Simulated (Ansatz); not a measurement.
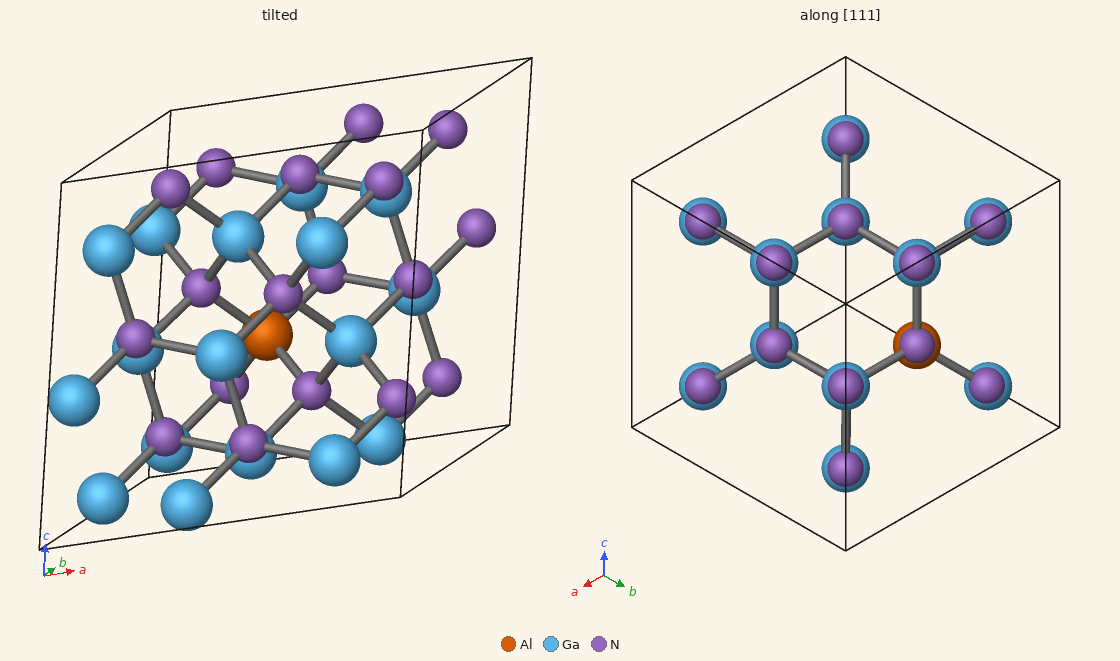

The image is a ball-and-stick drawing of a crystal, viewed slightly off an axis and along [111]. The parallelepiped is the simulation cell.

The solid is AlGa17N18. Space group: R3m (No. 160). Lattice: rhombohedral (trigonal R). Content of the cell: 1 Al, 17 Ga, 18 N (Z = 1). Al is linked to four N in a tetrahedral arrangement. Each Ga has four N in a tetrahedral arrangement. Within bonding distance, the neighbour counts come to N 4. The bonds build a three-dimensional framework.

Starting structure: a structure listed in the Materials Project, repeated into a supercell with a point defect put in. The atoms were relaxed in a fixed cell with DFT PBEsol, scalar-relativistic, plane waves, PAW (Ansatz 0.2.0).
